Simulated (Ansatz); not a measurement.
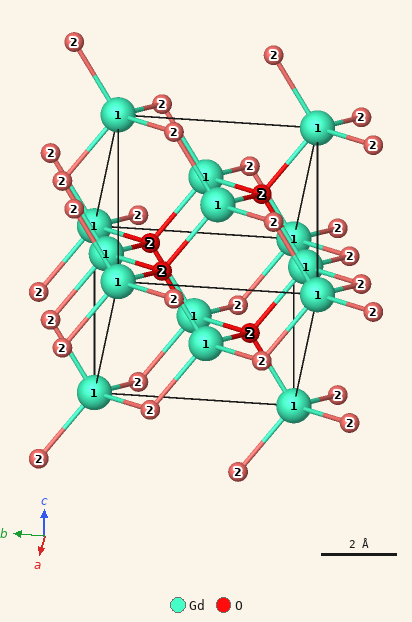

Figure 1. The structure (ball-and-stick view of the cell 4 times as large as that of the calculation, set on its symmetry axes, seen at an oblique angle; neighbours outside the cell are drawn fainter; atoms are numbered from 1 in the order of the input). Near neighbours in the crystal (not all of them lie inside the picture): Gd has 4 O at 2.34 Å; O has 4 Gd at 2.34 Å.

# GdO: single-point calculation

- system: GdO (F-43m, 2 atoms in the cell)
- method: DFT PBEsol+U, scalar-relativistic, plane waves, PAW, Ueff = 8 eV on Gd atom 1 f, spin-polarised (Ansatz 0.2.0)

The structure was built on a prototype by a generator; it need not be a known phase. It belongs to a series of runs on one base structure; here: natural orbitals of the symmetric run, filled by rank. Figures and captions count atoms from 1; the log counts them from 0 in places.

### The program's output
```
Gd: projections on atomic orbitals take those of the free atom [Kr 4d10] 4f7 5s2 5p6 5d1 6s2, of charge +0.00 (hamiltonian.pseudopotentials.projection_atoms); the dataset's partial waves leave at most 2.5e-4 of an orbital's norm unspanned inside its sphere
O: projections on atomic orbitals take those of the free atom [He] 2s2 2p4, of charge +0.00 (hamiltonian.pseudopotentials.projection_atoms); the dataset's partial waves leave at most 1.9e-8 of an orbital's norm unspanned inside its sphere
Engine: ansatz 0.2.0, x86_64-unknown-linux-gnu
Pseudopotentials: kind: paw
Pseudopotential: Gd, paw, valence charge 18, recommended cutoff 420 eV (normal), Gd.paw.azcp
Pseudopotential: O, paw, valence charge 6, recommended cutoff 420 eV (normal), O.paw.azcp
Functional definition: PBEsol
  exchange = pbesol_x
  correlation = pbesol_c
Crystal: 2 atoms, lattice volume = 39.366 Å³
Basis set: ecut = 420 eV, 749 PW (Γ), exchange–correlation on 54×54×54 points (8 copies of the dense FFT grid, shifted against one another)
Bands: 20, of which v1, the nominal top of the filled ones, is band 12 counted from 1 (11 counted from 0)
Symmetry: 24 space group operations
Space group: F-43m (ITA 216), of the structure as read, at distance tolerance 3.4e-5 Å
Magnetic group: BNS 216.74 (UNI 1576), of the structure as read, at distance tolerance 3.4e-5 Å
k-points: 16 of 216 (time reversal used)
Non-local potential: Gd, projectors of the file, l = 0: 3, l = 1: 2, l = 2: 2, l = 3: 3
Non-local potential: O, projectors of the file, l = 0: 2, l = 1: 2, l = 2: 1
PAW form: soft (Blöchl's): semilocal exchange-correlation on the pseudo side does not see the compensation charge
PAW frozen core: Gd, regenerated for the run's functional, and the local potential with it (the file was generated under x = pbe(κ = 0.804, μ = 0.2195149727645171), c = pbe(β = 0.06672455060314922))
PAW frozen core: O, regenerated for the run's functional, and the local potential with it (the file was generated under x = pbe(κ = 0.804, μ = 0.2195149727645171), c = pbe(β = 0.06672455060314922))
PAW one-centre angular grid: Gd, 590 points (default); XC on 64 Gauss nodes
PAW one-centre angular grid: O, 110 points (default); XC on 64 Gauss nodes
Initial density: superposition of atomic densities (chi_scale 0.1, normalization cell, long waves kept (reshape's long-wave potential 0.00 eV rms))
Starting moments: Σ|m| = 7 μB on 1 of 2 sites
Initial wavefunctions: pseudopotential atomic-orbital guess
Functional: x = pbesol(κ = 0.804, μ = 0.12345679012345678), c = pbesol(β = 0.046)
SCF iter   1: F=—  HF=-9788.562790 eV  |F-HF|=—  |Δ(HF+E_count)|=         —  Δρ=2.63e-1 (↑2.38e-1 ↓2.63e-1)  dr2=2.22e0  dr2_m=2.20e1  M=7.861 μB ∫|m|=8.055 μB  β_m=1.00  ethr=3.10e-3  ⟨swp⟩=5.8  Hψ=2742  notcnv=0
preconditioner: auto → none  [insulator: Δε(μ)=0.101 eV  Ē_g=14.610 eV  σ=0.050 eV  W_gap=0.83  n_scr=14 (ndim 8)  ℏωp=27.8 eV  f_vac=0.000  D(μ)=0.73/eV (n_scr^D=0)  ε∞_Penn≈4.6]
SCF iter   2: F=—  HF=-9784.398119 eV  |F-HF|=—  |Δ(HF+E_count)|=    4.16e0  Δρ=2.97e-2 (↑1.95e-2 ↓2.97e-2)  dr2=3.69e-1  dr2_m=1.13e-1  M=7.886 μB ∫|m|=7.959 μB  β_m=1.00  ethr=3.10e-3  ⟨swp⟩=3.0  Hψ=1609  notcnv=0  defer=36
SCF iter   3: F=—  HF=-9787.790249 eV  |F-HF|=—  |Δ(HF+E_count)|=    3.39e0  Δρ=1.20e-2 (↑1.20e-2 ↓1.02e-2)  dr2=8.54e-2  dr2_m=2.43e-3  M=7.914 μB ∫|m|=7.949 μB  β_m=1.00  ethr=1.54e-3  ⟨swp⟩=2.0  Hψ=1258  notcnv=0  defer=36
SCF iter   4: F=—  HF=-9789.736955 eV  |F-HF|=—  |Δ(HF+E_count)|=    1.95e0  Δρ=3.80e-3 (↑3.80e-3 ↓2.56e-3)  dr2=4.20e-3  dr2_m=1.62e-3  M=7.917 μB ∫|m|=7.942 μB  β_m=0.30  ethr=3.56e-4  ⟨swp⟩=2.6  Hψ=1357  notcnv=0  defer=36
SCF iter   5: F=—  HF=-9790.609463 eV  |F-HF|=—  |Δ(HF+E_count)|=   8.73e-1  Δρ=2.45e-3 (↑2.25e-3 ↓2.45e-3)  dr2=4.89e-4  dr2_m=1.86e-3  M=7.916 μB ∫|m|=7.936 μB  β_m=0.30  ethr=1.75e-5  ⟨swp⟩=2.5  Hψ=1326  notcnv=0  defer=36
SCF iter   6: F=—  HF=-9791.020143 eV  |F-HF|=—  |Δ(HF+E_count)|=   4.11e-1  Δρ=2.65e-3 (↑2.65e-3 ↓2.40e-3)  dr2=1.43e-4  dr2_m=2.28e-3  M=7.916 μB ∫|m|=7.934 μB  β_m=0.30  ethr=2.04e-6  ⟨swp⟩=2.5  Hψ=1255  notcnv=0  defer=36
SCF iter   7: F=—  HF=-9791.221951 eV  |F-HF|=—  |Δ(HF+E_count)|=   2.02e-1  Δρ=2.34e-3 (↑2.34e-3 ↓2.32e-3)  dr2=1.35e-6  dr2_m=1.95e-3  M=7.916 μB ∫|m|=7.932 μB  β_m=0.30  ethr=5.96e-7  ⟨swp⟩=2.9  Hψ=1317  notcnv=0  defer=36
SCF iter   8: F=—  HF=-9791.322148 eV  |F-HF|=—  |Δ(HF+E_count)|=   1.00e-1  Δρ=2.08e-3 (↑1.95e-3 ↓2.08e-3)  dr2=7.12e-6  dr2_m=1.46e-3  M=7.916 μB ∫|m|=7.931 μB  β_m=0.30  ethr=5.61e-9  ⟨swp⟩=3.5  Hψ=1695  notcnv=0  defer=36
SCF iter   9: F=—  HF=-9791.371998 eV  |F-HF|=—  |Δ(HF+E_count)|=   4.99e-2  Δρ=1.85e-3 (↑1.85e-3 ↓1.66e-3)  dr2=1.50e-5  dr2_m=1.12e-3  M=7.916 μB ∫|m|=7.931 μB  β_m=0.30  ethr=5.61e-9  ⟨swp⟩=3.2  Hψ=1591  notcnv=0  defer=36
SCF iter  10: F=—  HF=-9791.396921 eV  |F-HF|=—  |Δ(HF+E_count)|=   2.49e-2  Δρ=1.41e-3 (↑1.41e-3 ↓1.41e-3)  dr2=1.05e-7  dr2_m=7.18e-4  M=7.916 μB ∫|m|=7.930 μB  β_m=0.30  ethr=5.61e-9  ⟨swp⟩=3.0  Hψ=1517  notcnv=0  defer=36
SCF iter  11: F=—  HF=-9791.409418 eV  |F-HF|=—  |Δ(HF+E_count)|=   1.25e-2  Δρ=1.19e-3 (↑1.19e-3 ↓1.12e-3)  dr2=1.97e-6  dr2_m=4.84e-4  M=7.917 μB ∫|m|=7.930 μB  β_m=0.30  ethr=4.17e-10  ⟨swp⟩=15.1  Hψ=6494  notcnv=0
Mixer restart at iter 11: flushing history
spin-set hold released at iteration 11 (site moments contracting): the magnetisation degrees of freedom join the quasi-Newton model from the next iteration; the mixer history was flushed
SCF iter  12: F=—  HF=-9791.432179 eV  |F-HF|=—  |Δ(HF+E_count)|=         —  Δρ=8.99e-4 (↑8.98e-4 ↓8.99e-4)  dr2=4.54e-8  dr2_m=2.91e-4  M=7.917 μB ∫|m|=7.930 μB  β_m=0.30  ethr=4.38e-10  ⟨swp⟩=3.8  Hψ=1627  notcnv=0
SCF iter  13: F=—  HF=-9791.443431 eV  |F-HF|=—  |Δ(HF+E_count)|=   1.13e-2  Δρ=7.03e-4 (↑7.01e-4 ↓7.03e-4)  dr2=1.16e-7  dr2_m=1.78e-4  M=7.917 μB ∫|m|=7.930 μB  β_m=0.65  ethr=1.89e-10  ⟨swp⟩=12.6  Hψ=5891  notcnv=0
SCF iter  14: F=—  HF=-9791.454434 eV  |F-HF|=—  |Δ(HF+E_count)|=   1.10e-2  Δρ=1.54e-4 (↑1.54e-4 ↓8.70e-5)  dr2=2.02e-6  dr2_m=4.94e-6  M=7.917 μB ∫|m|=7.930 μB  β_m=0.77  ethr=1.89e-10  ⟨swp⟩=4.2  Hψ=1948  notcnv=0
SCF iter  15: F=—  HF=-9791.454436 eV  |F-HF|=—  |Δ(HF+E_count)|=   1.67e-6  Δρ=5.41e-5 (↑3.79e-5 ↓5.41e-5)  dr2=2.03e-6  dr2_m=2.44e-7  M=7.917 μB ∫|m|=7.930 μB  β_m=0.76  ethr=1.89e-10  ⟨swp⟩=3.9  Hψ=1362  notcnv=0
SCF iter  16: F=—  HF=-9791.454436 eV  |F-HF|=—  |Δ(HF+E_count)|=   3.18e-7  Δρ=5.72e-5 (↑5.72e-5 ↓4.88e-5)  dr2=3.69e-6  dr2_m=7.98e-8  M=7.917 μB ∫|m|=7.930 μB  β_m=0.60  ethr=1.89e-10  ⟨swp⟩=4.0  Hψ=1320  notcnv=0
SCF iter  17: F=—  HF=-9791.454435 eV  |F-HF|=—  |Δ(HF+E_count)|=   7.35e-7  Δρ=1.72e-5 (↑1.72e-5 ↓6.67e-6)  dr2=1.58e-7  dr2_m=2.44e-8  M=7.917 μB ∫|m|=7.930 μB  β_m=0.48  ethr=1.89e-10  ⟨swp⟩=4.0  Hψ=1183  notcnv=0
iter 18 met the thresholds in force, and the SCF goes on: an eigenvalue changes by 0.58 meV, over its tolerance of 0.50 meV (output.eigenvalues, Limitations)
SCF iter  18: F=-9791.454435 eV  HF=-9791.454435 eV  |F-HF|=1.06e-8  |Δ(HF+E_count)|=   7.95e-8  Δρ=3.84e-6 (↑3.84e-6 ↓2.25e-6)  dr2=6.87e-9  dr2_m=1.92e-9  M=7.917 μB ∫|m|=7.930 μB  β_m=0.74  ethr=1.89e-10  ⟨swp⟩=9.9  Hψ=3945  notcnv=0
SCF iter  19: F=-9791.454435 eV  HF=-9791.454435 eV  |F-HF|=6.00e-11  |Δ(HF+E_count)|=   3.06e-9  Δρ=4.47e-7 (↑4.42e-7 ↓4.47e-7)  dr2=4.90e-11  dr2_m=5.70e-11  M=7.917 μB ∫|m|=7.930 μB  ethr=2.86e-11  ⟨swp⟩=6.0  Hψ=3314  notcnv=0
SCF 1 converged in 19 iterations: F = -9791.454435 eV  dr2 = 4.90e-11
  greatest PAW one-centre occupation: 0.999 electrons in one spin orbital (limit 2), on the Gd atom at site 0 (counted from 0), in its partial waves of l = 0
```

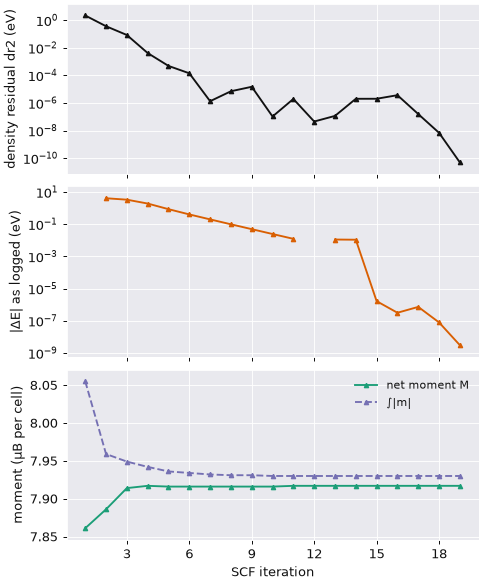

Figure 2. Convergence of the self-consistent field: density residual dr2, size of the energy change and magnetic moment against the SCF iteration. The residual falls unevenly and jumps up by a factor of two or more 5 times on the way down. The net moment stays at 7.9 μB per cell.

```
SCF converged after 19 iterations
an eigenvalue changed by more than its tolerance at an iteration that met the thresholds in force, so the SCF went on 1 time: the last check found none over its tolerance
Magnetization: 7.9166 μB (15.9583 up, 8.0417 down)
Absolute magnetization: 7.9303 μB (∫|ρ↑−ρ↓|, with the PAW one-centre terms)
Spin contamination: 0.0102 ħ² per cell (⟨S²⟩ above its minimum at these occupations)
Per-site moments (μB) at R_I (Å): [(7.019377598031758, 0.9645357934649187), (0.00600876175197476, 0.9645357934649187)]
Free energy (F): -9791.454435 eV
Harris-Foulkes:  -9791.454435 eV  (|F-HF|=6.00e-11)
Internal energy: -9791.453024 eV  (E = F + TS)
E sigma→0 (E₀):  -9791.453729 eV
Entropy (-TS):   -0.001412 eV (-0.706 meV/atom)
Fermi energy:    12.319005 eV
--- Per-component energies (eV) ---
  E_band       = -62.466139
  E_kinetic    = 579.421616
  E_local      = -2482.790718  (includes V_loc(G=0)·N_el)
  E_nonlocal   = 336.359372
  E_hartree    = 1009.446439
  E_xc         = -305.882192
  E_vxc        = -347.647319  (∫ρ·V_xc dr)
  E_hubbard    = 0.097897  (on-site DFT+U / exact-exchange correction)
  E_vhub       = -27.870931  (the Hubbard potential's part of the band-sum identity)
  E_paw        = -6497.172817  (= ΣΔE_a)
  E_vpaw       = -138.833679  (= ΣTr[D̂ρ^β])
  E_aug_tail   = 0.002409  (compensation charges beyond the density's cutoff)
  E_ewald      = -2431.631488
  E_core_change = 0.696459  (= ΣΔE_core)
  E_smearing   = -0.001412  (= −TS)
  E_closure    = 0.000000  (closes the sum)
  Σ components = -9791.454435   (vs F -9791.454435, Δ=0.00e0)
--- Specified on-site occupations, and those of the state reported ---
  electrons in the specified blocks: 6.9300 specified, 7.0167 found
  site 0 (l=f) ↑: largest change of an orbital's occupation 0.0297; electrons 6.7900 specified, 6.9961 found; spectral distance 0.0779
  site 0 (l=f) ↓: largest change of an orbital's occupation 0.0179; electrons 0.1400 specified, 0.0206 found; spectral distance 0.0453
--- Forces (eV/Å), atoms counted from 1 ---
  atom   1  Gd     0.00000000    -0.00000000     0.00000000
  atom   2  O     -0.00000000     0.00000000     0.00000000
  max |Σ_I F_I| component: 9.25e-17 eV/Å
--- Stress (GPa, compression-positive) ---
       -3.686606       0.000000      -0.000000
        0.000000      -3.686606       0.000000
       -0.000000       0.000000      -3.686606
  P = ⅓ Tr σ = -3.6866 GPa (-36.866 kbar)
--- Band table (eV; the first three rows and the last of 32) ---
  k-point 0 ↑: bands = ["-33.6331", "-10.8433", "-10.8433", "-10.8433", "-7.0038", "2.6576", "2.6576", "2.6576", "2.7914", "2.7928", "2.7928", "2.7928", "6.6921", "6.6921", "6.6921", "9.9173", "14.6444", "14.6444", "16.6701", "16.6701"]
  k-point 1 ↑: bands = ["-33.6240", "-11.0876", "-10.8624", "-10.8624", "-6.7770", "2.6581", "2.6720", "2.6720", "2.7711", "2.7711", "2.7935", "2.8032", "6.4801", "6.8186", "6.8186", "10.9143", "14.2880", "14.2880", "16.1168", "17.0915"]
  k-point 2 ↑: bands = ["-33.6056", "-11.5034", "-10.9003", "-10.9003", "-6.4160", "2.6772", "2.6812", "2.6812", "2.7523", "2.7523", "2.7891", "2.7950", "6.6100", "7.0268", "7.0268", "12.2642", "14.2429", "14.2429", "15.3788", "17.1011"]
  k-point 15 ↓: bands = ["-30.3849", "-9.8714", "-8.7550", "-8.6623", "-5.3379", "6.7379", "7.5717", "7.9551", "13.2389", "13.7528", "15.8731", "15.9046", "16.0164", "16.0742", "16.0963", "16.1046", "16.2317", "16.8881", "18.0121", "19.0495"]
Occupation matrices written to [file]
--- Löwdin populations: 2 sites ---
  site symbol       q [e]    m [muB]
     0     Gd     17.2884     7.8385
     1      O      6.6167     0.0162
  spilling = 0.003954 (of n_electrons = 24.000000)
--- Occupation matrices: 1 shell (run DFT+U table (all-electron-ortho-atomic); ε = 1.53e-5) ---
  Gd0 f_4F: site group Td (-43m)
  Gd0 f_4F up     Tr n = 6.9961  λ = 0.999 0.999 0.999 0.999 1.000 1.000 1.000  [xyz 1.00 (A1 1.00) A1(1.00) | 3× z3 0.33 (T2 1.00) T2(1.00) | 3× z(x2-y2) 0.33 (T1 1.00) T1(1.00)]
  Gd0 f_4F dn     Tr n = 0.0206  λ = 0.002 0.002 0.002 0.003 0.003 0.003 0.006  [3× z3 0.33 (T2 1.00) T2(1.00) | 3× z(x2-y2) 0.33 (T1 1.00) T1(1.00) | xyz 1.00 (A1 1.00) A1(1.00)]
  specified occupation → Gd0 f_4F up: matrix, ‖Δ‖_F = 0.0779, Tr Δ = -0.2061, displaced = 0.1030, d_λ = 0.0779; orbital distance = 0.0000
  specified occupation → Gd0 f_4F dn: matrix, ‖Δ‖_F = 0.0453, Tr Δ = +0.1194, displaced = 0.0597, d_λ = 0.0453; orbital distance = 0.0000
  Tr n, λ and their labels are of the run-group-symmetrised matrices; stabiliser: 24 of 48 elements of G0×{1,Θ} (closed), max defect 3.8e-15 at τ = 3.3e-6
```

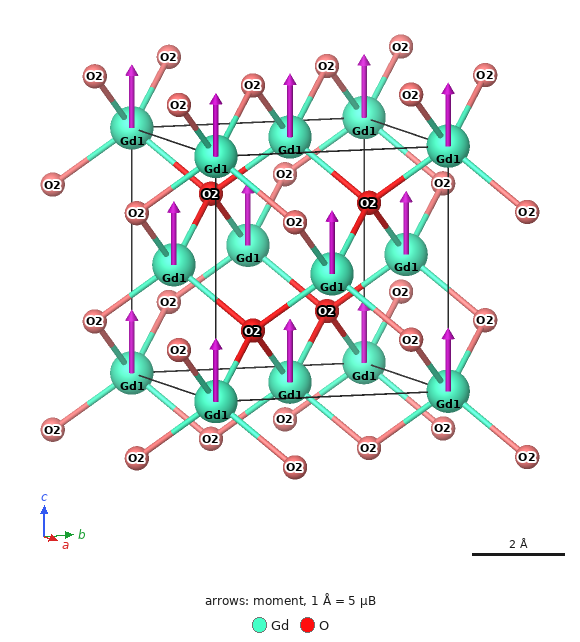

Figure 3. Magnetic moments of the sites as pink arrows (ball-and-stick view of the cell 4 times as large as that of the calculation, set on its symmetry axes, seen slightly off an axis; neighbours outside the cell are drawn fainter; atoms are numbered from 1 in the order of the input); small moments hardly show. The run is collinear, so the axis drawn is arbitrary. Site moments: Gd1 (7.02 μB). They are counted near the atoms and needn't add up to the moment of the cell.

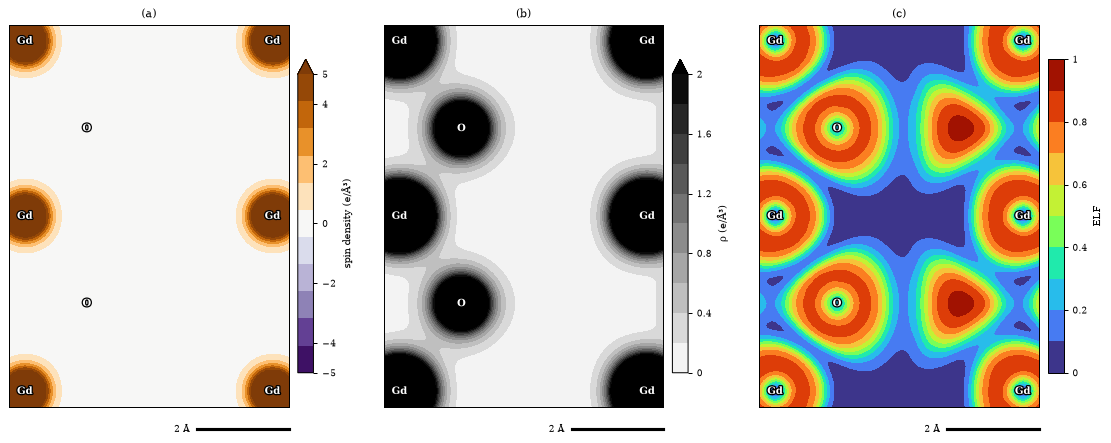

Figure 4. (a) spin density; (b) valence electron density; (c) electron localisation function on the (011) plane of the conventional cell. Atoms in the plane: Gd and O. Gd–O (2.34 Å): the density is about 0.45 e/Å³ at the midpoint; the ELF peaks at about 0.80 in the valence shell of O, 0.6 Å from its nucleus, and drops to about 0.15 between the two atoms (a polar contact without a shared pair, in a metal). Away from the nuclei the density in this plane falls to 0.03 e/Å³ at its lowest.  The strong features right at Gd lie inside the PAW spheres (semicore, d or f shells) and say nothing about bonding. The cell of the calculation (2 atoms) carries 7.9 μB net. In a PAW calculation such maps are meaningful between the atoms, not at the nuclei.

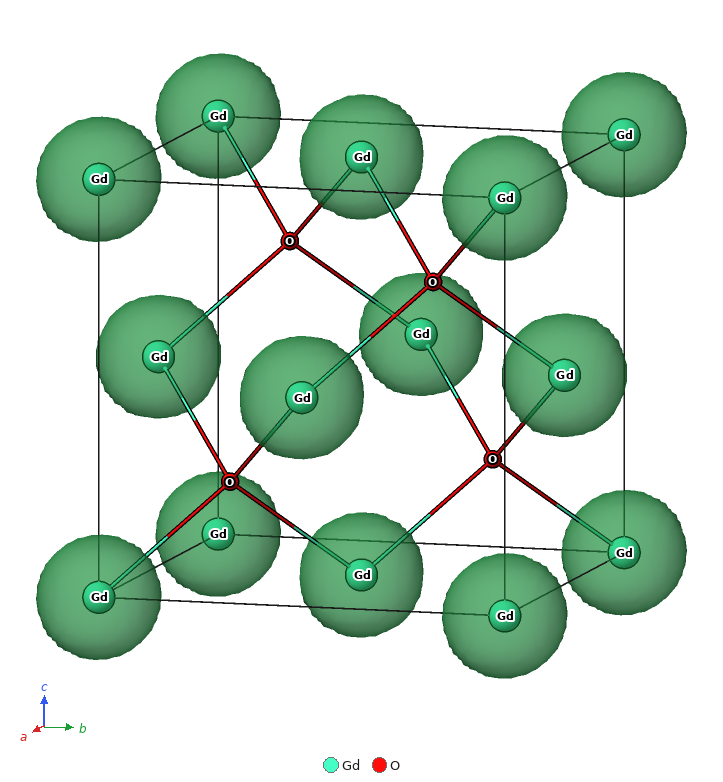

Figure 5. Isosurfaces of the magnetisation density (up minus down) at +0.5 (green) and −0.5 e/Å³ (red), seen slightly off an axis. Sticks mark near contacts. The outline is the cell set on symmetry axes. The cell of the calculation (2 atoms) carries 7.9 μB net. Only one sign reaches the isovalue.

The run was set up as follows.

### Input file
```yaml
crystal:
  lattice:
    - [0.0, 2.7, 2.7]
    - [2.7, 0.0, 2.7]
    - [2.7, 2.7, 0.0]
  atoms:
    - { symbol: Gd, position: [0.0, 0.0, 0.0], spin: 7.0 }
    - { symbol: O, position: [0.25, 0.25, 0.25] }
basis:
  ecutwfc: 420
  ecutrho_ratio: 4
kpoints:
  mp_grid: { grid: [6, 6, 6] }
hamiltonian:
  xc: pbesol
  hubbard:
    sites:
      - { site: 0, l: f, u_eff: 8.0, starting_ns: [{ spin: up, occupation_matrix: s0up }, { spin: down, occupation_matrix: s0down }] }
    occupation_matrices:
      s0up:
        matrix:
          - [0.97, 0.0, 0.0, 0.0, 0.0, 0.0, 0.0]
          - [0.0, 0.97, 0.0, 0.0, 0.0, 0.0, 0.0]
          - [0.0, 0.0, 0.97, 0.0, 0.0, 0.0, 0.0]
          - [0.0, 0.0, 0.0, 0.97, 0.0, 0.0, 0.0]
          - [0.0, 0.0, 0.0, 0.0, 0.97, 0.0, 0.0]
          - [0.0, 0.0, 0.0, 0.0, 0.0, 0.97, 0.0]
          - [0.0, 0.0, 0.0, 0.0, 0.0, 0.0, 0.97]
      s0down:
        matrix:
          - [0.02, 0.0, 0.0, 0.0, 0.0, 0.0, 0.0]
          - [0.0, 0.02, 0.0, 0.0, 0.0, 0.0, 0.0]
          - [0.0, 0.0, 0.02, 0.0, 0.0, 0.0, 0.0]
          - [0.0, 0.0, 0.0, 0.02, 0.0, 0.0, 0.0]
          - [0.0, 0.0, 0.0, 0.0, 0.02, 0.0, 0.0]
          - [0.0, 0.0, 0.0, 0.0, 0.0, 0.02, 0.0]
          - [0.0, 0.0, 0.0, 0.0, 0.0, 0.0, 0.02]
    ns_hold: { iters: 10 }
scf:
  occupations: { method: gaussian, width: 0.05 }
  lower_state_search: "off"
  max_iter: 150
output:
  forces: true
  stress: true
  eigenvalues: true
  populations: true
  hubbard: { sites: [{ site: 0, l: f }] }
  write_density: true
  write_potential: true
  elf: true
  volumetric_format: npy
magnetization:
  spin_polarized: true
```

Command:
```bash
ansatz run input.yaml --threads 2 --pin off --max-ram 3072MiB --backend cpu --events-out ev --progress --plain --runs-dir out
```

### Key numbers

```tsv
quantity	value
outcome	converged
space group (tolerance 0.01 Å)	F-43m (216)
electrons treated	24
free energy	−9791.4544 eV
Fermi energy	12.319 eV
gap on the k-point mesh	none (metallic)
net moment of the cell	7.92 μB
integrated absolute moment	7.93 μB
pressure	−3.69 GPa
largest force (length of the vector)	under 0.001 eV/Å
hardware	2 threads of Intel Xeon (Sapphire Rapids), 64 GiB of memory available, shared host
wall time	3.4 s (CPU time 6.2 s)
peak memory	0.4 GiB
```

### Remarks

DFT+U on an f shell has many self-consistent states, and spin–orbit coupling is left out here.
